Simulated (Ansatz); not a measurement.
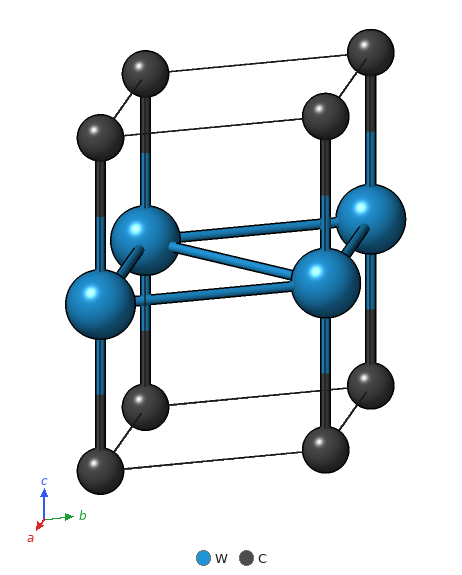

A ball-and-stick rendering, viewed slightly off an axis. Thin lines show the conventional unit cell, with boundary atoms drawn in all their periodic places. Cell: a = 2.81 Å, b = 2.81 Å, c = 4.09 Å, α = 90.00°, β = 90.00°, γ = 120.00°.

It goes back to a random cell made by a generator, so it need not be a real form of the compound. Earlier steps of the study, as a rule a relaxation of our own, may have changed the cell and positions, so they can lie some per cent off the listed ones. A calculation with Ansatz used it as input.

### Explain the picture.

Chemical formula WC. The symmetry is that of P6/mmm (No. 191), on a primitive hexagonal lattice. The cell comprises 1 formula unit: 1 W, 1 C. W is linked to six W and two C (about 2.8 Å to W, 2.0 Å to C). Each C atom is coordinated by two W in a linear arrangement at about 2.0 Å. The bonds build a three-dimensional framework.

Level of theory and settings: DFT PBE, scalar-relativistic, plane waves, PAW in Ansatz, an energy cutoff of 420 eV, 24×24×14 k-mesh, Gaussian smearing of 0.1 eV, no spin polarisation.

### How large a gap does the method give, if there is one?

A metal: bands cross the Fermi level.

### How charged are the atoms, by the Bader scheme?

W +0.67 e; C -0.67 e.

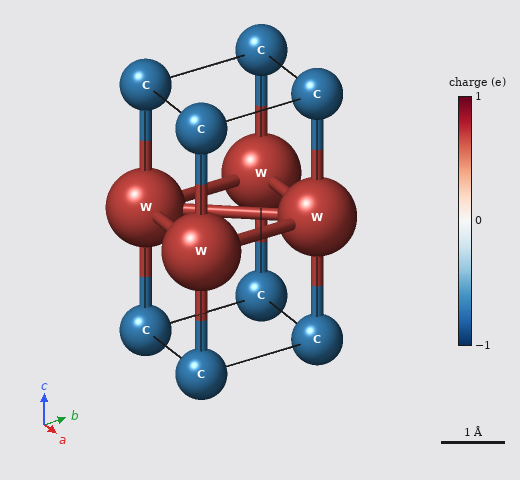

The atoms coloured by those charges. The run's cell of 2 atoms is drawn.

### Does the calculation find this structure at rest?

Yes. All forces vanish to within 0.01 eV/Å. The pressure is 0.0 GPa, close to zero.
